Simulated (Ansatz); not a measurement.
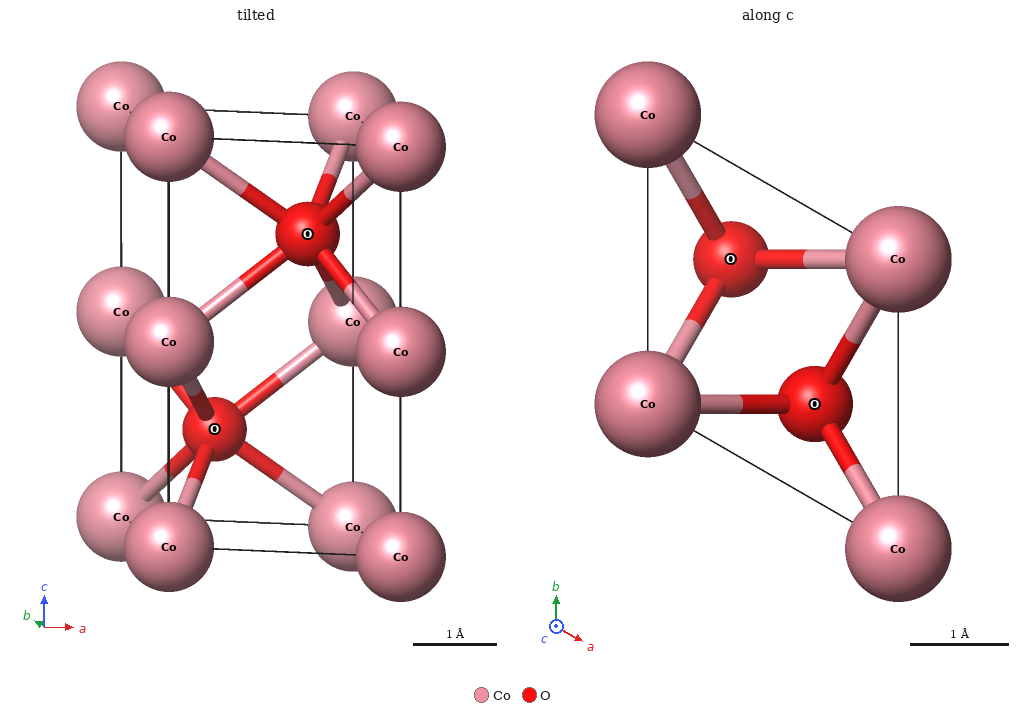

The figure gives a ball-and-stick picture of the atoms, viewed slightly off an axis and along the c axis. The wireframe shows the unit cell. Cell: a = 2.97 Å, b = 2.97 Å, c = 5.02 Å, α = 90.00°, β = 90.00°, γ = 120.00°.

It goes back to a structure type filled with these elements by a generator (whether the compound takes this form wasn't checked). Earlier steps of the study, as a rule a relaxation of our own, may have changed the cell and positions, so they can lie some per cent off the listed ones. Ansatz was used for an electronic-structure calculation on it.

### Describe the crystal.

The material is CoO. Strictly the space group is P-3m1 (No. 164, within 0.01 Å). It is a distorted form of a primitive hexagonal structure, space group P6_3/mmc (No. 194) within 0.25 Å: nickel arsenide (NiAs) type. It has 4 atoms to the cell (2 Co, 2 O). The neighbours of Co are six O in an octahedral arrangement at about 2.1 Å. O is coordinated by six Co in a distorted trigonal prismatic arrangement at about 2.1 Å. Not all metal-metal contacts are counted. The bonds build a three-dimensional framework.

Setup: DFT PBE+U, scalar-relativistic, plane waves, PAW in Ansatz; plane waves up to 420 eV, Brillouin-zone sampling on a 12×12×6 mesh, Gaussian smearing of 0.05 eV, U_eff = 3.30 eV on Co d, collinear spins.

### Which atoms carry magnetic moments in this run, and how do they order?

The state reached is antiferromagnetic. Sizes: Co 2.5 μB; net moment 0.0 μB in the run's cell of 4 atoms.

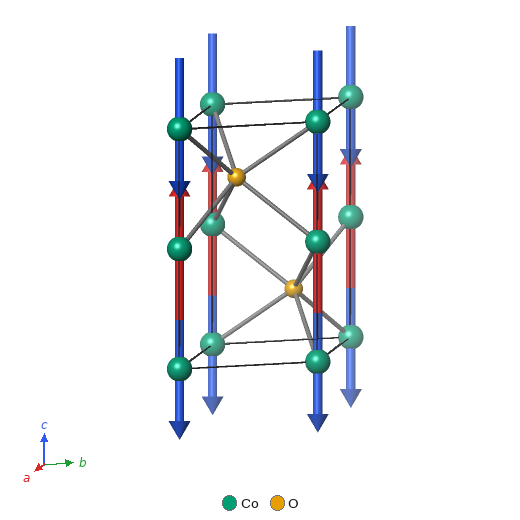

Site moments above 0.25 μB as arrows, small induced ones on non-metal atoms left out (red along the largest or up, blue against, purple across). The run's cell of 4 atoms is drawn.

### How large a gap does the method give, if there is one?

A semiconductor at this level, with a gap of 1.65 eV on the k-mesh.

### Does the calculation find this structure at rest?

No. The largest force is 0.35 eV/Å, on O. The pressure is 9.1 GPa, so the cell would expand. The stress isn't hydrostatic: its largest component is 16.3 GPa.

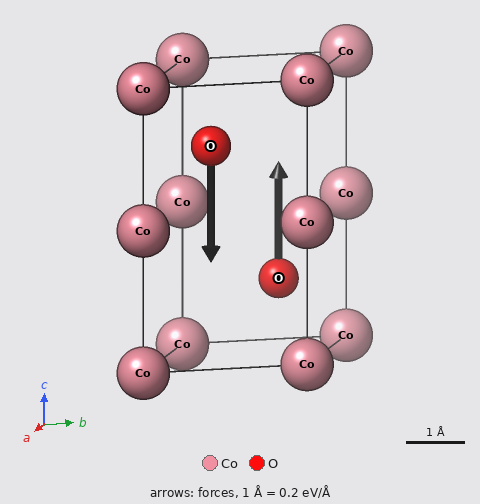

The forces as arrows. The run's cell of 4 atoms is drawn.
